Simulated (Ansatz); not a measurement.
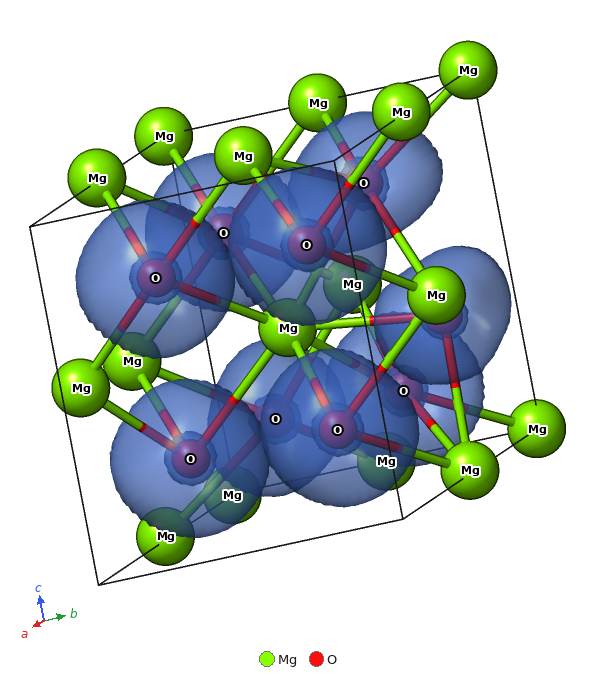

Mg8O9 (cell with a defect). Isosurface of the ELF at 0.65 (blue), seen slightly off an axis. Only the valence region is drawn (cores and ρ < 0.01 e/Å³ removed). Sticks mark near contacts.

PAW files of the earlier set (soft_1); spin-polarised.

Computed with DFT r2SCAN, scalar-relativistic, plane waves, PAW in Ansatz 0.2.0.

The calculation's input:

```
crystal:
  lattice:
    - [0.0, 4.1605, 4.1605]
    - [4.1605, 0.0, 4.1605]
    - [4.1605, 4.1605, 0.0]
  atoms:
    - { symbol: Mg, position: [0.0, 0.0, 0.0] }
    - { symbol: O, position: [0.25, 0.25, 0.25] }
    - { symbol: Mg, position: [0.0, 0.0, 0.5] }
    - { symbol: O, position: [0.25, 0.25, 0.75] }
    - { symbol: Mg, position: [0.0, 0.5, 0.0] }
    - { symbol: O, position: [0.25, 0.75, 0.25] }
    - { symbol: Mg, position: [0.0, 0.5, 0.5] }
    - { symbol: O, position: [0.25, 0.75, 0.75] }
    - { symbol: Mg, position: [0.5, 0.0, 0.0] }
    - { symbol: O, position: [0.75, 0.25, 0.25] }
    - { symbol: Mg, position: [0.5, 0.0, 0.5] }
    - { symbol: O, position: [0.75, 0.25, 0.75] }
    - { symbol: Mg, position: [0.5, 0.5, 0.0] }
    - { symbol: O, position: [0.75, 0.75, 0.25] }
    - { symbol: Mg, position: [0.5, 0.5, 0.5] }
    - { symbol: O, position: [0.75, 0.75, 0.75] }
    - { symbol: O, position: [0.3625189, 0.8707617, 0.3775197], spin: 1.0 }
magnetization:
  spin_polarized: true
basis:
  ecutwfc: 500.0
kpoints:
  mp_grid: { grid: [2, 2, 2] }
hamiltonian:
  xc: r2scan
  pseudopotentials: { kind: paw, azcp: { folder: soft_1 } }
scf:
  occupations: { method: gaussian, width: 0.05 }
  lower_state_search: "off"
relax:
  f_tol: 0.03
  max_steps: 60
  adjacent_minimum: "off"
output:
  write_density: true
  write_potential: true
  elf: true
  volumetric_format: npy
```

Command:

```sh
ansatz run input.yaml --threads 4 --pin off --max-ram 10240MiB --backend cpu --events-out ev --progress --plain --runs-dir out
```

The fields are those of the run's last geometry, not of the input's.

Describe the localisation domains.

The ELF exceeds this value in nine regions wrapped around O (the valence shell of each), counted in one cell of 17 atoms. Regions shared between cells count once. Profiles from the grid: Mg–O (1.76 Å): the ELF peaks at about 0.90 in the valence shell of O, 0.6 Å from its nucleus, and falls to about 0.15 next to Mg (a largely ionic contact). Mg–O (1.89 Å): the ELF peaks at about 0.85 in the valence shell of O, 0.7 Å from its nucleus, and is about 0.35 at the midpoint (an ionic contact with no shared pair).

Does the calculation make it a metal, or give it a gap?

It is gapped, with a Kohn–Sham gap of 1.1 eV on the k-point mesh (the band edges may lie off the mesh, which would make the gap smaller).
